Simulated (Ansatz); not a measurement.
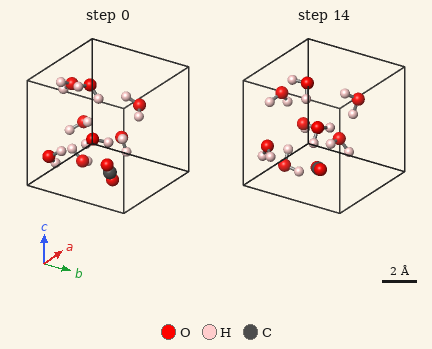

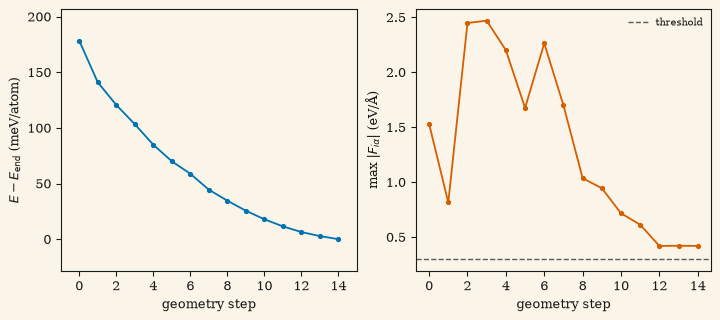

First and last geometry of a relaxation of an amorphous cell of composition H₁₆CO₁₀, with the history of the run. The picture is a ball-and-stick view of the cell of the calculation, seen from a free direction.

The cell holds 8 H2O + 1 CO2. The run prepares the start of a later molecular dynamics calculation, from a guessed geometry.

Computed with DFT PBE-D3(BJ), scalar-relativistic, plane waves, PAW (Ansatz).

Input
```yaml
accuracy: low
crystal:
  lattice:
    - [6.956189, 0.0, 0.0]
    - [0.0, 6.956189, 0.0]
    - [0.0, 0.0, 6.956189]
  atoms:
    - { symbol: O, position: [0.3825925, 0.7210713, 0.4992107] }
    - { symbol: H, position: [0.3237313, 0.8087742, 0.4084872] }
    - { symbol: H, position: [0.4855647, 0.6616927, 0.426698] }
    - { symbol: O, position: [0.6748313, 0.7095363, 0.6870397] }
    - { symbol: H, position: [0.651614, 0.5853621, 0.7455967] }
    - { symbol: H, position: [0.7097123, 0.6788836, 0.5557731] }
    - { symbol: O, position: [0.8700014, 0.0920149, 0.1187364] }
    - { symbol: H, position: [0.733363, 0.11395, 0.1340981] }
    - { symbol: H, position: [0.9227789, 0.2195933, 0.1006953] }
    - { symbol: O, position: [0.3580744, -0.0178353, 0.1287309] }
    - { symbol: H, position: [0.2857923, 0.1011696, 0.128156] }
    - { symbol: H, position: [0.4908176, 0.0234187, 0.1367647] }
    - { symbol: O, position: [0.8826783, 0.057613, 0.621717] }
    - { symbol: H, position: [0.8868833, 0.1415485, 0.5107019] }
    - { symbol: H, position: [0.8914018, -0.0703561, 0.5675412] }
    - { symbol: O, position: [0.393527, 0.197898, 0.8662604] }
    - { symbol: H, position: [0.4209512, 0.0650744, 0.834749] }
    - { symbol: H, position: [0.2545084, 0.2031297, 0.8720608] }
    - { symbol: O, position: [0.0103344, 0.5768733, 0.7571629] }
    - { symbol: H, position: [-0.0844524, 0.4958508, 0.6952112] }
    - { symbol: H, position: [0.1306499, 0.5391803, 0.6980816] }
    - { symbol: O, position: [0.080035, 0.5198797, 0.3394906] }
    - { symbol: H, position: [0.0726561, 0.4161182, 0.4320449] }
    - { symbol: H, position: [0.0029623, 0.6210737, 0.3961189] }
    - { symbol: C, position: [0.5557423, 0.4819528, 0.0317433] }
    - { symbol: O, position: [0.429645, 0.5947292, 0.0412785] }
    - { symbol: O, position: [0.6818396, 0.3691763, 0.0222082] }
basis:
  ecutwfc: 420.0
kpoints:
  mp_grid: { grid: [1, 1, 1] }
hamiltonian:
  xc: pbe
  dispersion: d3bj
scf:
  occupations: { method: fermi_dirac, width: 0.02 }
  lower_state_search: "off"
relax:
  f_tol: 0.3
  max_steps: 15
  adjacent_minimum: "off"
```

Run as
```bash
ansatz run input.yaml --threads 1 --pin off --max-ram 3072MiB --backend cpu --events-out ev --progress --plain --runs-dir out
```

What do the curves and the structures tell?

Answer. The relaxation stopped without meeting its thresholds, so the last structure isn't shown to be converged. It used up its limit of 15 steps. Over 14 geometry steps the energy falls by 179 meV per atom. The largest force component goes from 1.5 to 0.42 eV/Å. H17 moves most: 1.49 Å along [−3 1 −2]. By element the largest moves are H 1.49 Å, O 1.01 Å, C 0.53 Å. The cell stays as it was. Near-neighbour distances that change, for instance: O1–H2 0.969 → 1.012 Å, O10–H11 0.969 → 1.001 Å, O13–H14 0.969 → 0.985 Å, O13–H15 0.969 → 0.985 Å. Bond angles that change, for instance: O26–C25–O27 180.0° → 177.9°. Cost: 10 s on 1 thread of AMD EPYC 9R45 96-Core Processor (Zen 5), with other jobs on the host, peak memory 0.44 GiB.

Limits of the set-up: the program's low-accuracy preset was used; the periodic images lie only 7.0 Å apart, so the values are limited by the cell's size.
